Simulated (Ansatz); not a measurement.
## Geometry relaxation of HfN (part 2 of 2)

The same run, continued: HfN (Fm-3m, 2 atoms in the cell); DFT PBE, scalar-relativistic, plane waves, PAW, no spin polarisation (Ansatz 0.2.0); cutoff 420 eV, 16×16×16 k-mesh, Gaussian smearing of 0.1 eV. The structure derives from an entry of the Crystallography Open Database.

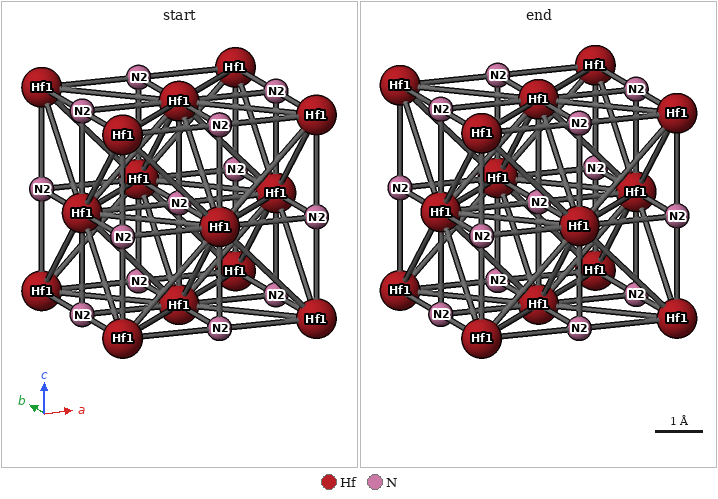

Before (left) and after (right) the relaxation, at one scale (ball-and-stick view of the cell 4 times as large as that of the calculation, set on its symmetry axes, seen slightly off an axis). Over 4 geometry steps the energy falls by 11.0 meV per cell of the calculation. All forces vanish by symmetry, so only the cell relaxes. Pressure: 6.56 GPa at the start and 0.00 GPa at the end. The basis was re-selected once at an unchanged geometry, which shifts the energy a little without any move. No atom moves by more than 0.005 Å relative to the cell. The volume changes by +2.4 %, with a = b = c 4.512 → 4.548 Å (+0.8 %). Distances before and after: Hf1–Hf1 3.190 → 3.216 Å, Hf1–N2 2.256 → 2.274 Å. The space group stays Fm-3m (No. 225). The energy change given includes the shifts at the re-selections in mid-walk, which come without any move. A last SCF at the same geometry on a re-selected plane-wave basis shifts the energy by next to nothing (0.0 meV per cell of the calculation). (Atoms are counted from 1 in the order of the input.)

```
basis re-selected at this cell: Δ(F+E_penalty+E_count) = -5.330e-10 eV, ΔP = +0.001 GPa vs the last step (what re-selecting the basis moved, of the pressure what is left beyond the Pulay correction that the steps carried, after the strain that the cell walked since its last selection, with what the two solves' SCF thresholds leave and, on support functions, any second-order correction that the steps lacked; it is no measure of the basis error at this ecutwfc). This SCF's stress stands 3.32e-3 GPa from its target on what of the cell is left free (relax.cell.stress_tol is 5.00e-2 GPa) and its largest allowed force component is 6.31e-30 eV/Å (relax.f_tol is 5.00e-3 eV/Å): within both
SCF converged after 6 iterations
Free energy (F): -16108.690786 eV
Harris-Foulkes:  -16108.690786 eV  (|F-HF|=1.82e-12)
Internal energy: -16108.687741 eV  (E = F + TS)
E sigma→0 (E₀):  -16108.689263 eV
Entropy (-TS):   -0.003045 eV (-1.522 meV/atom)
Fermi energy:    23.424544 eV
--- Per-component energies (eV) ---
  E_band       = 166.630228
  E_kinetic    = 555.751880
  E_local      = -4775.394402  (includes V_loc(G=0)·N_el)
  E_nonlocal   = -1198.625561
  E_hartree    = 2262.143792
  E_xc         = -361.358280
  E_vxc        = -344.470112  (∫ρ·V_xc dr)
  E_paw        = -7054.434458  (= ΣΔE_a)
  E_vpaw       = 1405.080722  (= ΣTr[D̂ρ^β])
  E_aug_tail   = 0.000097  (compensation charges beyond the density's cutoff)
  E_ewald      = -5536.770808
  E_smearing   = -0.003045  (= −TS)
  E_closure    = -0.000000  (closes the sum)
  Σ components = -16108.690786   (vs F -16108.690786, Δ=0.00e0)
--- Forces (eV/Å), atoms counted from 1 ---
  atom   1  Hf    -0.00000000     0.00000000     0.00000000
  atom   2  N      0.00000000    -0.00000000    -0.00000000
  max |Σ_I F_I| component: 9.47e-30 eV/Å
--- Stress (GPa, compression-positive) ---
        0.003325      -0.000000      -0.000000
       -0.000000       0.003325      -0.000000
       -0.000000      -0.000000       0.003325
  P = ⅓ Tr σ = 0.0033 GPa (0.033 kbar)
--- Band table (eV; the first three rows and the last of 145) ---
  k-point 0: bands = ["-39.3855", "-7.7981", "-7.7981", "-7.7981", "6.0060", "10.6723", "10.6723", "10.6723", "10.7014", "10.7949", "10.7949", "10.7949", "20.4892", "20.4892", "20.4892", "23.0624", "23.0624", "23.0624", "24.9916", "25.3253"]
  k-point 1: bands = ["-39.3834", "-7.8354", "-7.8013", "-7.8013", "6.0906", "10.6732", "10.6753", "10.6753", "10.7033", "10.7923", "10.7923", "10.7950", "20.0797", "20.2534", "20.2534", "23.1775", "23.1962", "23.1962", "25.2877", "25.6232"]
  k-point 2: bands = ["-39.3774", "-7.9397", "-7.8101", "-7.8101", "6.3333", "10.6772", "10.6843", "10.6843", "10.7088", "10.7849", "10.7849", "10.7953", "19.1721", "19.7072", "19.7072", "23.3713", "23.5463", "23.5463", "26.0348", "26.3970"]
  k-point 144: bands = ["-39.3114", "-8.3161", "-8.3161", "-8.1201", "7.6159", "10.7198", "10.7299", "10.7299", "10.7514", "10.7514", "10.7740", "10.8149", "17.3536", "17.9539", "17.9539", "24.5196", "24.5196", "28.7432", "28.7914", "29.3969"]
--- Relaxed structure (5 steps of the walk, 5 accepted, 2 SCFs on fresh bases) ---
  F+E_penalty+E_count = -16108.69078577 eV   max|allowed force component| = 6.311e-30 eV/Å   (the final SCF, on the basis selected at the relaxed cell)
  cell:  # Å, volume = 23.5148 Å³
    - [-9.697129901141923e-34, 2.27389544877776, 2.27389544877776]
    - [2.27389544877776, -1.5174654834429672e-33, 2.27389544877776]
    - [2.27389544877776, 2.27389544877776, -5.477524935362759e-34]
  atoms:
    - { symbol: Hf, position: [1.7785257317443173e-36, -2.2231571646794616e-36, -6.669471494070636e-37] }
    - { symbol: N, position: [0.5, 0.5, 0.5] }
```

Trajectory as extended XYZ (Å, eV, eV/Å), 7 frames, from step=1 to step=7
```
2
Lattice="0.0000 2.2560 2.2560 2.2560 0.0000 2.2560 2.2560 2.2560 0.0000" Properties=species:S:1:pos:R:3:forces:R:3 step=1 energy=-16108.67977 pressure_GPa=6.56
Hf    0.0000    0.0000    0.0000    0.0000   0.0000   0.0000
N     2.2560    2.2560    2.2560    0.0000   0.0000   0.0000
2
Lattice="0.0000 2.2825 2.2825 2.2825 0.0000 2.2825 2.2825 2.2825 0.0000" Properties=species:S:1:pos:R:3:forces:R:3 step=2 energy=-16108.68546 pressure_GPa=-3.06
Hf    0.0000    0.0000    0.0000    0.0000   0.0000   0.0000
N     2.2825    2.2825    2.2825    0.0000   0.0000   0.0000
2
Lattice="0.0000 2.2739 2.2739 2.2739 0.0000 2.2739 2.2739 2.2739 0.0000" Properties=species:S:1:pos:R:3:forces:R:3 step=3 energy=-16108.68895 pressure_GPa=-0.12
Hf    0.0000    0.0000    0.0000    0.0000   0.0000   0.0000
N     2.2739    2.2739    2.2739    0.0000   0.0000   0.0000
2
Lattice="0.0000 2.2736 2.2736 2.2736 0.0000 2.2736 2.2736 2.2736 0.0000" Properties=species:S:1:pos:R:3:forces:R:3 step=4 energy=-16108.68898 pressure_GPa=0.00
Hf    0.0000    0.0000    0.0000    0.0000   0.0000   0.0000
N     2.2736    2.2736    2.2736    0.0000   0.0000   0.0000
2
Lattice="0.0000 2.2736 2.2736 2.2736 0.0000 2.2736 2.2736 2.2736 0.0000" Properties=species:S:1:pos:R:3:forces:R:3 step=5 energy=-16108.69081 pressure_GPa=0.10
Hf    0.0000    0.0000    0.0000    0.0000   0.0000   0.0000
N     2.2736    2.2736    2.2736    0.0000   0.0000   0.0000
2
Lattice="0.0000 2.2739 2.2739 2.2739 0.0000 2.2739 2.2739 2.2739 0.0000" Properties=species:S:1:pos:R:3:forces:R:3 step=6 energy=-16108.69079 pressure_GPa=0.00
Hf    0.0000    0.0000    0.0000    0.0000   0.0000   0.0000
N     2.2739    2.2739    2.2739    0.0000   0.0000   0.0000
2
Lattice="0.0000 2.2739 2.2739 2.2739 0.0000 2.2739 2.2739 2.2739 0.0000" Properties=species:S:1:pos:R:3:forces:R:3 step=7 energy=-16108.69079 pressure_GPa=0.00
Hf    0.0000    0.0000    0.0000    0.0000   0.0000   0.0000
N     2.2739    2.2739    2.2739    0.0000   0.0000   0.0000
```

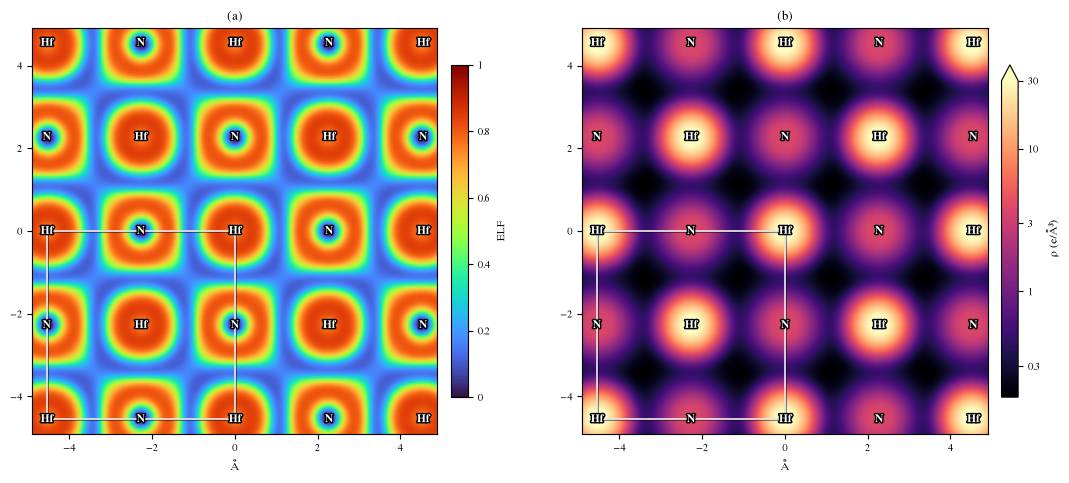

(a) ELF; (b) valence electron density on the (001) plane of the conventional cell. Atoms in the plane: Hf and N. Hf–N (2.27 Å): ρ at the midpoint is about 0.49 e/Å³; the ELF is about 0.15 at the midpoint; no shared pair; the contact is polar. Hf–Hf (3.22 Å): the density is about 0.18 e/Å³ at the midpoint; the ELF is about 0.15 at the midpoint; no shared electron pair. Away from the nuclei the density in this plane falls to 0.18 e/Å³ at its lowest. The strong features right at Hf lie inside the PAW spheres (semicore, d or f shells) and say nothing about bonding. The fields are those of the smooth PAW valence density.

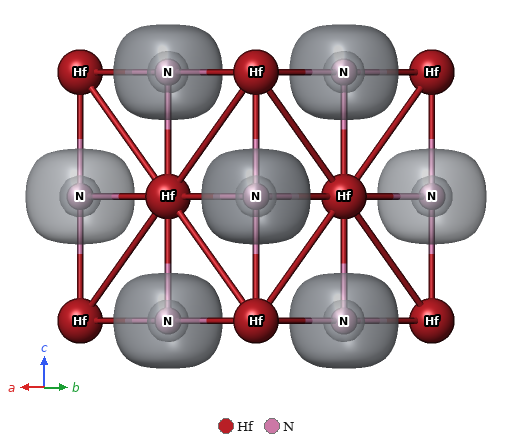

Isosurface of the ELF at 0.6 (grey), seen along [110]. Only the valence region is drawn (cores and ρ < 0.01 e/Å³ removed). Sticks mark near contacts. The outline is the cell set on symmetry axes. Values along the shortest contacts: Hf–N (2.27 Å): the ELF is about 0.15 at the midpoint (no shared pair; the contact is polar). Hf–Hf (3.22 Å): the ELF is about 0.15 at the midpoint; no localised pair between them.

This output came from the following input.

Input
```yaml
crystal:
  lattice:
    - [0.0, 2.256, 2.256]
    - [2.256, 0.0, 2.256]
    - [2.256, 2.256, 0.0]
  atoms:
    - { symbol: Hf, position: [0.0, 0.0, 0.0] }
    - { symbol: "N", position: [0.5, 0.5, 0.5] }
basis:
  ecutwfc: 420
kpoints:
  mp_grid: { grid: [16, 16, 16] }
hamiltonian:
  xc: pbe
scf:
  occupations: { method: gaussian, width: 0.1 }
output:
  forces: true
  stress: true
  eigenvalues: true
  write_density: true
  write_potential: true
  elf: true
  volumetric_format: npy
relax:
  adjacent_minimum: "off"
  f_tol: 0.005
  max_steps: 80
  cell: { stress_tol: 0.05 }
```

Launch command:
```bash
ansatz run input.yaml --threads 1 --pin off --max-ram 2560MiB --backend cpu --events-out ev --progress --plain --runs-dir out
```

Results in brief

| quantity | value |
| --- | --- |
| outcome | converged |
| space group (tolerance 0.01 Å) | Fm-3m (225) |
| electrons treated | 31 |
| free energy | −16108.6908 eV |
| Fermi energy | 23.425 eV |
| gap on the k-point mesh | none (metallic) |
| pressure | 0.00 GPa |
| final volume | 23.51 Å³ |
| largest force (length of the vector) at the end | under 0.001 eV/Å |
| final cell | a = 3.216 Å, b = 3.216 Å, c = 3.216 Å, α = 60.00°, β = 60.00°, γ = 60.00° |
| hardware | 1 thread of Arm Neoverse V2, 24 GiB of memory available, shared host |
| wall time | 26 s |
| peak memory | 0.36 GiB |

Notes

Spin–orbit coupling is left out, which matters for Hf. The cell holds an odd number of electrons but the run has no spin polarisation, so a band is left half filled.
